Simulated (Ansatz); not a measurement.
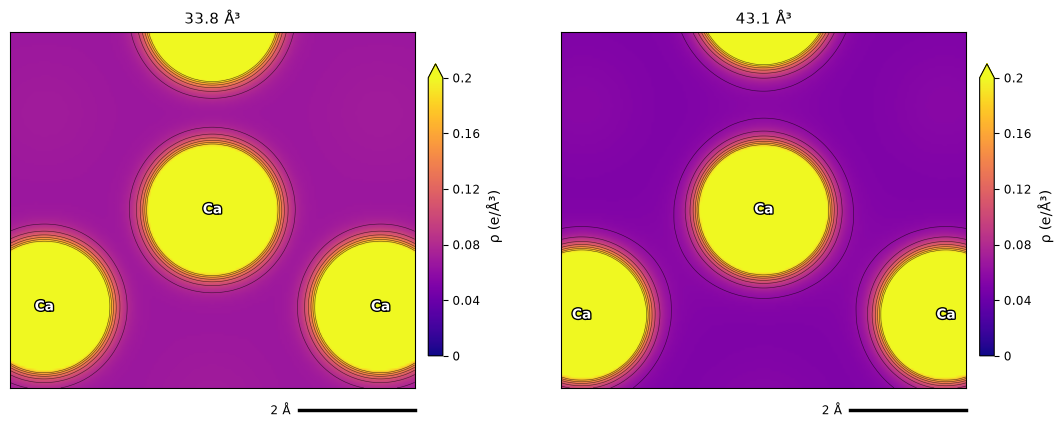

Ca. The valence pseudo-density of cells scaled evenly to different volumes (given per atom above each panel), on the (001) plane of each (indices in the axes of the cell below), at one length scale and on one colour scale.

A generated structure, not necessarily the stable one.

Method: DFT, LDA (PW92), plane waves (420 eV) with PAW, scalar-relativistic in Ansatz 0.2.0.

The largest cell:

```xyz
3
Lattice="6.3009 0.0000 0.0000 -3.1504 5.4567 0.0000 0.0000 0.0000 3.7580" Properties=species:S:1:pos:R:3 pbc="T T T"
Ca    0.0000    0.0000    0.0000
Ca    0.0000    3.6378    1.8790
Ca    3.1505    1.8189    1.8790
```

| volume (Å³/atom) | Ca–Ca contact in the plane (Å) | ρ at its midpoint (e/Å³) | pressure (GPa) | 
| --- | --- | --- | --- |
| 33.84 | 3.357 | 0.069 | 2.8 | 
| 39.99 | 3.549 | ? | ? | 
| 43.07 | 3.638 | 0.057 | −1.8 | 

Q: What values belong in the row with question marks?

A: Over the known rows ln ρ falls by 0.68 per Å of Ca–Ca distance (the line through the two), which gives 0.061 e/Å³ at 3.549 Å; the calculation gives 0.060 e/Å³. For the pressure, a straight line in volume between the neighbouring rows gives −0.3 GPa; the calculation gives −0.7, lower because pressure rises ever faster on compression.
